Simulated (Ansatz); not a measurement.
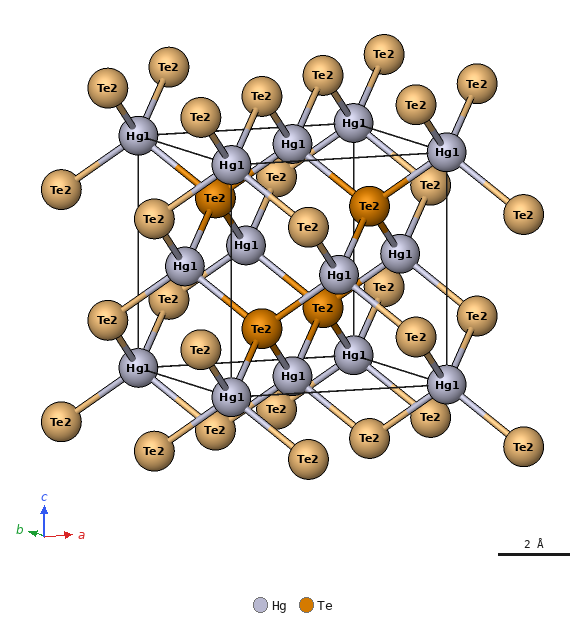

Figure 1. The structure (ball-and-stick view of the cell 4 times as large as that of the calculation, set on its symmetry axes, seen slightly off an axis; neighbours outside the cell are drawn fainter; atoms are numbered from 1 in the order of the input). An atom can appear more than once, as a periodic image.

**Single-point calculation of HgTe**

- system: HgTe (F-43m, 2 atoms in the cell)
- method: DFT PBE, scalar-relativistic, plane waves, PAW, no spin polarisation (Ansatz 0.2.0)

The structure derives from an entry of the Crystallography Open Database. Figures and captions count atoms from 1; the log counts them from 0 in places.

### Output
```
Engine: ansatz 0.2.0, x86_64-unknown-linux-gnu
Pseudopotentials: kind: paw
Pseudopotential: Hg, paw, valence charge 20, recommended cutoff 420 eV (normal), Hg.paw.azcp
Pseudopotential: Te, paw, valence charge 16, recommended cutoff 420 eV (normal), Te.paw.azcp
Functional definition: PBE
  parameter kappa = 0.804
  parameter beta = 0.06672455060314922
  exchange = pbe_x(kappa = kappa, mu = beta*pi^2/3)
  correlation = pbe_c(beta = beta)
Crystal: 2 atoms, lattice volume = 73.507 Å³
Basis set: ecut = 420 eV, 1459 PW (Γ), exchange–correlation on 64×64×64 points (8 copies of the dense FFT grid, shifted against one another)
Bands: 22, of which v1, the nominal top of the filled ones, is band 18 counted from 1 (17 counted from 0)
Symmetry: 24 space group operations
Space group: F-43m (ITA 216), of the structure as read, at distance tolerance 4.2e-5 Å
k-points: 145 of 4096 (time reversal used)
Non-local potential: Hg, projectors of the file, l = 0: 3, l = 1: 2, l = 2: 2, l = 3: 1
Non-local potential: Te, projectors of the file, l = 0: 2, l = 1: 2, l = 2: 2, l = 3: 2
PAW form: soft (Blöchl's): semilocal exchange-correlation on the pseudo side does not see the compensation charge
PAW one-centre angular grid: Hg, 590 points (default); XC on 64 Gauss nodes
PAW one-centre angular grid: Te, 590 points (default); XC on 64 Gauss nodes
Initial density: superposition of atomic densities (neutral atoms: chi_scale 0, normalization atom), corrected by the library's trained network
Initial wavefunctions: pseudopotential atomic-orbital guess
Functional: x = pbe(κ = 0.804, μ = 0.2195149727645171), c = pbe(β = 0.06672455060314922)
SCF iter   1: F=—  HF=-20793.749688 eV  |F-HF|=—  |Δ(HF+E_count)|=         —  Δρ=1.22e-3  dr2=2.54e-3  ethr=1.77e-3  ⟨swp⟩=5.8  Hψ=14720  notcnv=0
preconditioner: auto → none  [insulator: Δε(μ)=0.233 eV  Ē_g=10.228 eV  σ=0.150 eV  W_gap=0.72  n_scr=14 (ndim 8)  ℏωp=18.4 eV  f_vac=0.205  D(μ)=0.03/eV (n_scr^D=0)  ε∞_Penn≈4.2]
SCF iter   2: F=—  HF=-20793.749675 eV  |F-HF|=—  |Δ(HF+E_count)|=   1.33e-5  Δρ=5.59e-4  dr2=2.76e-4  ethr=7.07e-6  ⟨swp⟩=2.4  Hψ=5981  notcnv=0
SCF iter   3: F=—  HF=-20793.749774 eV  |F-HF|=—  |Δ(HF+E_count)|=   9.95e-5  Δρ=2.10e-4  dr2=3.08e-5  ethr=7.66e-7  ⟨swp⟩=2.0  Hψ=4352  notcnv=0
SCF iter   4: F=—  HF=-20793.749866 eV  |F-HF|=—  |Δ(HF+E_count)|=   9.20e-5  Δρ=7.93e-5  dr2=4.86e-6  ethr=8.55e-8  ⟨swp⟩=2.0  Hψ=4473  notcnv=0
SCF iter   5: F=—  HF=-20793.749890 eV  |F-HF|=—  |Δ(HF+E_count)|=   2.42e-5  Δρ=1.56e-5  dr2=1.59e-7  ethr=1.35e-8  ⟨swp⟩=2.0  Hψ=4502  notcnv=0
SCF iter   6: F=-20793.749892 eV  HF=-20793.749892 eV  |F-HF|=2.71e-8  |Δ(HF+E_count)|=   1.49e-6  Δρ=2.30e-6  dr2=4.75e-9  ethr=2.78e-10  ⟨swp⟩=12.3  Hψ=24255  notcnv=0
SCF 1 converged in 6 iterations: F = -20793.749892 eV  dr2 = 4.75e-9
  greatest PAW one-centre occupation: 1.000 electrons in one spin orbital (limit 2), on the Hg atom at site 0 (counted from 0), in its partial waves of l = 0
```

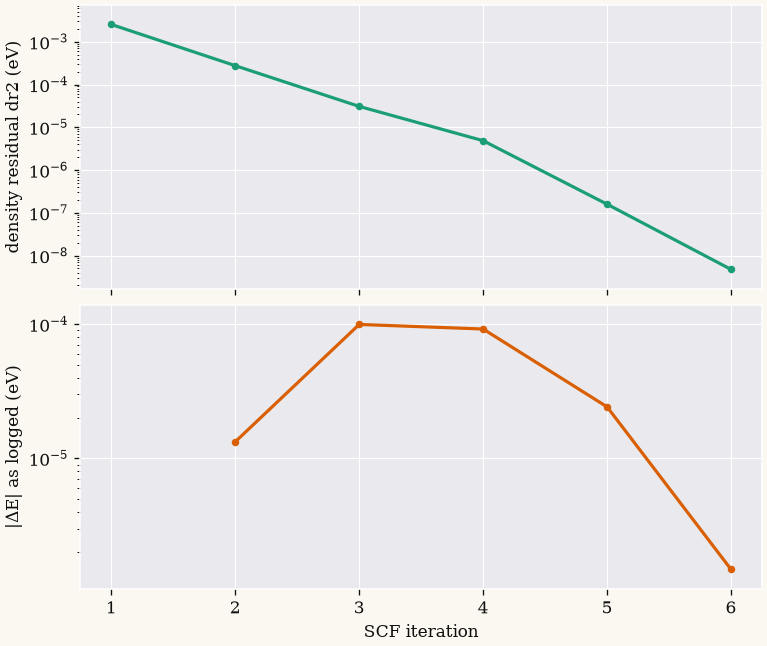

Figure 2. Convergence of the self-consistent field: density residual dr2 and size of the energy change against the SCF iteration. The residual falls at every step.

```
SCF converged after 6 iterations
Free energy (F): -20793.749892 eV
Harris-Foulkes:  -20793.749892 eV  (|F-HF|=2.71e-8)
Internal energy: -20793.749534 eV  (E = F + TS)
E sigma→0 (E₀):  -20793.749713 eV
Entropy (-TS):   -0.000358 eV (-0.179 meV/atom)
Fermi energy:    7.551845 eV
--- Per-component energies (eV) ---
  E_band       = -806.841397
  E_kinetic    = 782.768839
  E_local      = -4986.322082  (includes V_loc(G=0)·N_el)
  E_nonlocal   = -237.681974
  E_hartree    = 2410.348300
  E_xc         = -343.868872
  E_vxc        = -365.274164  (∫ρ·V_xc dr)
  E_paw        = -14606.745316  (= ΣΔE_a)
  E_vpaw       = -821.031827  (= ΣTr[D̂ρ^β])
  E_aug_tail   = 0.000735  (compensation charges beyond the density's cutoff)
  E_ewald      = -3812.249165
  E_smearing   = -0.000358  (= −TS)
  E_closure    = 0.000000  (closes the sum)
  Σ components = -20793.749892   (vs F -20793.749892, Δ=0.00e0)
--- Forces (eV/Å), atoms counted from 1 ---
  atom   1  Hg    -0.00000000    -0.00000000     0.00000000
  atom   2  Te     0.00000000     0.00000000     0.00000000
  max |Σ_I F_I| component: 9.25e-17 eV/Å
--- Stress (GPa, compression-positive) ---
        0.016208       0.000000      -0.000000
        0.000000       0.016208       0.000000
       -0.000000       0.000000       0.016208
  P = ⅓ Tr σ = 0.0162 GPa (0.162 kbar)
--- Band table (eV; the first three rows and the last of 145) ---
  k-point 0: bands = ["-107.1410", "-55.5971", "-55.5971", "-55.5971", "-29.0693", "-29.0693", "-29.0693", "-29.0643", "-29.0643", "-3.9922", "0.5325", "0.5325", "0.5325", "0.9656", "0.9656", "6.5103", "7.4233", "7.4233", "7.4233", "11.8103", "11.8103", "11.8103"]
  k-point 1: bands = ["-107.1410", "-55.5971", "-55.5971", "-55.5971", "-29.0693", "-29.0693", "-29.0693", "-29.0643", "-29.0643", "-3.9756", "0.5372", "0.5372", "0.5395", "0.9652", "0.9652", "6.1858", "7.3849", "7.3849", "7.6602", "11.7388", "11.8657", "11.8657"]
  k-point 2: bands = ["-107.1410", "-55.5971", "-55.5971", "-55.5971", "-29.0693", "-29.0693", "-29.0693", "-29.0643", "-29.0643", "-3.9279", "0.5501", "0.5501", "0.5629", "0.9642", "0.9642", "5.5826", "7.2797", "7.2797", "7.9901", "11.6895", "12.0133", "12.0133"]
  k-point 144: bands = ["-107.1410", "-55.5972", "-55.5972", "-55.5972", "-29.0695", "-29.0693", "-29.0690", "-29.0643", "-29.0641", "-3.3577", "0.7243", "0.7511", "0.9245", "0.9446", "1.4526", "2.4016", "5.1851", "5.2295", "10.3228", "12.1183", "12.6819", "13.7114"]
```

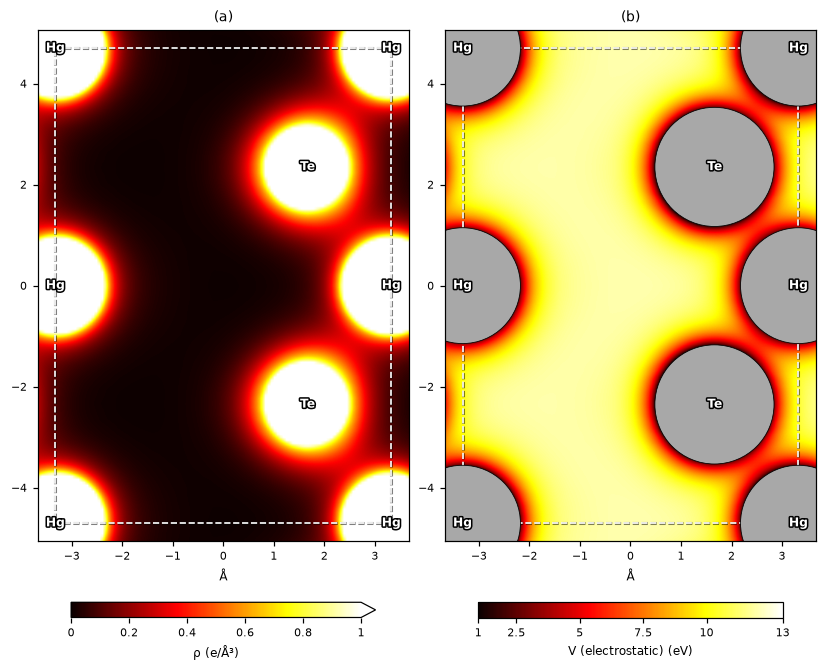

Figure 3. (a) valence electron density; (b) electrostatic potential energy of an electron on the (101) plane of the conventional cell. Grey discs, where drawn, cover atomic cores. The section cuts through Hg and Te sites. Hg–Te (2.88 Å): the density is about 0.34 e/Å³ at the midpoint. Away from the nuclei the density in this plane falls to 0.005 e/Å³ at its lowest. Outside the cores the potential energy rises away from the atoms and is highest about 2.9 Å from the nearest atoms; outside the discs it spans about 10 eV, and its zero is arbitrary. Core electrons are frozen (PAW), so the fields are smoothed inside the atomic spheres.

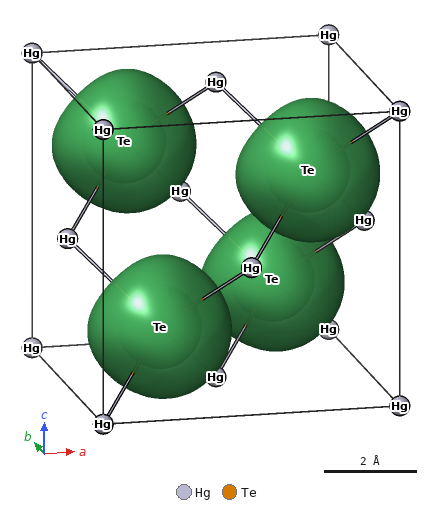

Figure 4. Isosurface of the electron localisation function at 0.5 (green), seen slightly off an axis. Core shells and regions of very low density are left out. Sticks mark near contacts. The outline is the cell set on symmetry axes. Values along the shortest contacts: Hg–Te (2.88 Å): the ELF peaks at about 0.60 in the valence shell of Te, 1.2 Å from its nucleus, and drops to about 0.25 between the two atoms.

The run was set up as follows.

### Input
```yaml
crystal:
  lattice:
    - [0.0, 3.3247980766, 3.3247980766]
    - [3.3247980766, 0.0, 3.3247980766]
    - [3.3247980766, 3.3247980766, 0.0]
  atoms:
    - { symbol: Hg, position: [0.0, 0.0, 0.0] }
    - { symbol: Te, position: [0.75, 0.75, 0.75] }
basis:
  ecutwfc: 420
kpoints:
  mp_grid: { grid: [16, 16, 16] }
hamiltonian:
  xc: pbe
scf:
  occupations: { method: gaussian, width: 0.15 }
output:
  forces: true
  stress: true
  eigenvalues: true
  write_density: true
  write_potential: true
  elf: true
  volumetric_format: npy
```

Launch command:
```bash
ansatz run input.yaml --threads 2 --pin off --max-ram 5120MiB --backend cpu --events-out ev --progress --plain --runs-dir out
```

### Key numbers

| quantity | value |
| --- | --- |
| outcome | converged |
| space group (tolerance 0.01 Å) | F-43m (216) |
| electrons treated | 36 |
| free energy | −20793.7499 eV |
| Fermi energy | 7.552 eV |
| gap on the k-point mesh | none (metallic) |
| pressure | 0.02 GPa |
| largest force (length of the vector) | under 0.001 eV/Å |
| hardware | 2 threads of AMD EPYC (Zen 5), 16 GiB of memory available, shared host |
| wall time | 3.9 s (CPU time 7.6 s) |
| peak memory | 0.59 GiB |

### Notes

Spin–orbit coupling is left out, which matters for Hg.
